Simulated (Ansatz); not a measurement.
# Run report: B₉N, single-point calculation (part 3 of 3)

The same run, continued: B₉N (I4/mmm, 10 atoms in the cell); DFT PBE+D3(BJ), scalar-relativistic, plane waves, PAW, spin-polarised (Ansatz 0.2.0); cutoff 420 eV, 4×4×4 k-mesh, Gaussian smearing of 0.1 eV, collinear spins. The structure derives from a Materials Project entry.

Geometry of the input (Å; fractional positions):
```
-7.0296  7.0296  4.3853
7.0296  -7.0296  4.3853
7.0296  7.0296  -4.3853
B  0.0000  0.5574  0.5574
B  0.0000  0.4426  0.4426
B  0.4426  0.0000  0.4426
B  0.5574  0.0000  0.5574
B  0.6582  0.1582  0.5000
B  0.3418  0.8418  0.5000
B  0.8418  0.3418  0.5000
B  0.1582  0.6582  0.5000
B  0.0000  0.0000  0.0000
N  0.5000  0.5000  0.0000
```

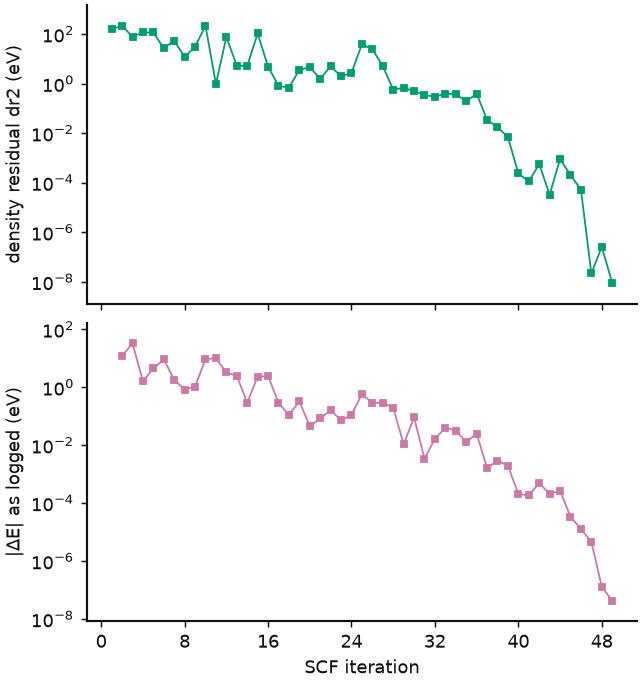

Figure 1. Convergence of the self-consistent field: density residual dr2 and size of the energy change against the SCF iteration. The residual falls unevenly and jumps up by a factor of two or more 11 times on the way down.

```
SCF converged after 49 iterations
Magnetization: 2.0066 μB (17.0033 up, 14.9967 down)
Absolute magnetization: 3.9488 μB (∫|ρ↑−ρ↓|, with the PAW one-centre terms)
Spin contamination: 0.9481 ħ² per cell (⟨S²⟩ above its minimum at these occupations)
Per-site moments (μB) at R_I (Å): [(-0.01047661946313078, 0.6623174993719285), (-0.01047661946313078, 0.6623174993719285), (-0.010476619463130785, 0.6623174993719285), (-0.010476619463130771, 0.6623174993719285), (0.001708896210084241, 0.6623174993719285), (0.001708896210084233, 0.6623174993719285), (0.0017088962100842314, 0.6623174993719285), (0.001708896210084253, 0.6623174993719285), (-0.7565190260617519, 1.8089486249999998), (2.908907760547217, 1.8089486249999998)]
Free energy (F): -1764.732368 eV
Harris-Foulkes:  -1764.732368 eV  (|F-HF|=5.81e-9)
Internal energy: -1764.706582 eV  (E = F + TS)
E sigma→0 (E₀):  -1764.719475 eV
Entropy (-TS):   -0.025786 eV (-2.579 meV/atom)
Fermi energy:    -3.775670 eV
--- Per-component energies (eV) ---
  E_band       = -273.828951
  E_kinetic    = 514.071735
  E_local      = -2403.460872  (includes V_loc(G=0)·N_el)
  E_nonlocal   = 168.965290
  E_hartree    = 938.059730
  E_xc         = -325.175008
  E_vxc        = -386.083094  (∫ρ·V_xc dr)
  E_paw        = -834.413090  (= ΣΔE_a)
  E_vpaw       = -43.443520  (= ΣTr[D̂ρ^β])
  E_aug_tail   = 0.000057  (compensation charges beyond the density's cutoff)
  E_ewald      = 177.522631
  E_disp       = -0.277054  (pairwise vdW)
  E_smearing   = -0.025786  (= −TS)
  E_closure    = 0.000000  (closes the sum)
  Σ components = -1764.732368   (vs F -1764.732368, Δ=0.00e0)
--- Forces (eV/Å), atoms counted from 1 ---
  atom   1  B     -0.05147850     0.00000000     0.00000000
  atom   2  B      0.05147850     0.00000000     0.00000000
  atom   3  B      0.00000000     0.05147850     0.00000000
  atom   4  B      0.00000000    -0.05147850     0.00000000
  atom   5  B     -0.00000000    -0.00000000     0.03902860
  atom   6  B      0.00000000     0.00000000    -0.03902860
  atom   7  B      0.00000000     0.00000000    -0.03902860
  atom   8  B     -0.00000000    -0.00000000     0.03902860
  atom   9  B     -0.00000000     0.00000000     0.00000000
  atom  10  N     -0.00000000     0.00000000    -0.00000000
  max |Σ_I F_I| component: 1.39e-17 eV/Å
--- Stress (GPa, compression-positive) ---
       -0.028226       0.000000       0.000000
        0.000000      -0.028226      -0.000000
       -0.000000      -0.000000      -0.152767
  P = ⅓ Tr σ = -0.0697 GPa (-0.697 kbar)
--- Band table (eV; the first three rows and the last of 26) ---
  k-point 0 ↑: bands = ["-18.3986", "-14.9876", "-14.7312", "-11.1714", "-9.1737", "-8.6813", "-8.5385", "-7.1568", "-7.1568", "-6.8504", "-6.8504", "-6.8022", "-5.9869", "-5.5650", "-5.5650", "-4.7772", "-4.7772", "-3.6139", "-3.3230", "-3.0392", "-3.0392", "-1.9194", "-0.4329", "-0.4329", "0.1302", "0.4426", "0.6756"]
  k-point 1 ↑: bands = ["-18.3986", "-14.9876", "-14.7312", "-11.1714", "-9.1737", "-8.6813", "-8.5385", "-7.1569", "-7.1567", "-6.8504", "-6.8503", "-6.8022", "-5.9869", "-5.5651", "-5.5649", "-4.7772", "-4.7770", "-3.6160", "-3.3258", "-3.0370", "-3.0337", "-1.9196", "-0.4329", "-0.4319", "0.1532", "0.4641", "0.6676"]
  k-point 2 ↑: bands = ["-18.3985", "-14.9876", "-14.7312", "-11.1714", "-9.1737", "-8.6812", "-8.5385", "-7.1570", "-7.1567", "-6.8503", "-6.8503", "-6.8021", "-5.9869", "-5.5651", "-5.5647", "-4.7772", "-4.7769", "-3.6181", "-3.3285", "-3.0348", "-3.0282", "-1.9197", "-0.4329", "-0.4309", "0.1787", "0.4846", "0.6598"]
  k-point 12 ↓: bands = ["-15.0084", "-14.7548", "-13.9160", "-11.1687", "-9.4004", "-9.1776", "-8.6825", "-7.2165", "-7.2165", "-5.9884", "-5.5828", "-5.5828", "-4.7812", "-4.7812", "-3.9014", "-3.7486", "-3.4447", "-3.2964", "-3.2964", "-2.7266", "-2.7266", "-2.7237", "-0.4297", "-0.4297", "0.2128", "0.6072", "0.7752"]
--- Löwdin populations: 10 sites ---
  site symbol       q [e]    m [muB]
     0      B      2.8287    -0.0346
     1      B      2.8287    -0.0346
     2      B      2.8287    -0.0346
     3      B      2.8287    -0.0346
     4      B      3.0733     0.0052
     5      B      3.0733     0.0052
     6      B      3.0733     0.0052
     7      B      3.0733     0.0052
     8      B      2.8346    -0.8321
     9      N      5.0298     2.9610
  spilling = 0.016497 (of n_electrons = 32.000000)
```

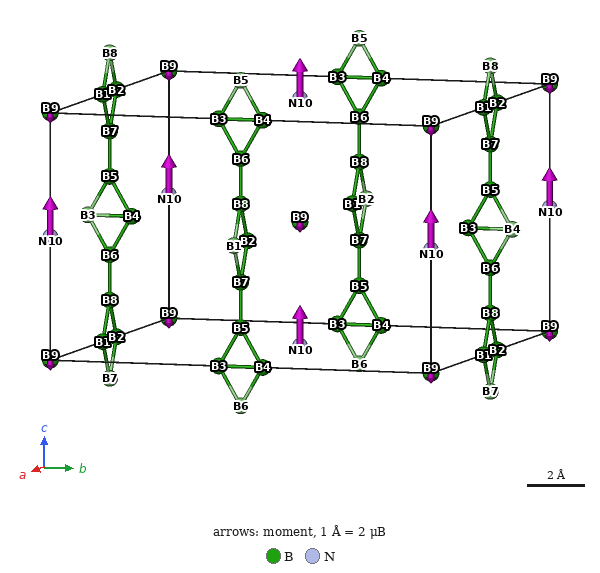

Figure 2. Magnetic moments of the sites as pink arrows (ball-and-stick view of the cell 2 times as large as that of the calculation, set on its symmetry axes, seen slightly off an axis; neighbours outside the cell are drawn fainter; atoms are numbered from 1 in the order of the input); small moments hardly show. The run is collinear, so the axis drawn is arbitrary. Site moments: N10 (2.91 μB); B9 (−0.76 μB). They are counted near the atoms and needn't add up to the moment of the cell.

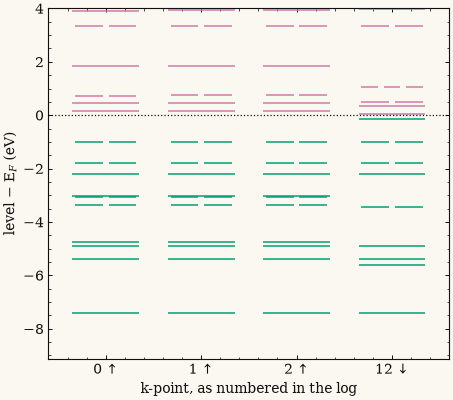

Figure 3. Kohn–Sham levels near the Fermi level (dotted) at the few k-points that the log prints; levels within 0.02 eV of each other stand side by side. Among these points the highest filled and lowest empty levels are 0.15 eV apart; the gap on the full mesh, 0.07 eV, has an edge at a point that isn't printed.

Key numbers

| quantity | value |
| --- | --- |
| outcome | converged |
| space group (tolerance 0.01 Å) | I4/mmm (139) |
| electrons treated | 32 |
| free energy | −1764.7324 eV |
| Fermi energy | −3.776 eV |
| gap on the k-point mesh | 0.07 eV |
| net moment of the cell | 2.01 μB |
| integrated absolute moment | 3.95 μB |
| pressure | −0.07 GPa |
| largest force (length of the vector) | 0.051 eV/Å |
| wall time | 1.8 min (CPU time 3.3 min) |
| peak memory | 1.4 GiB |
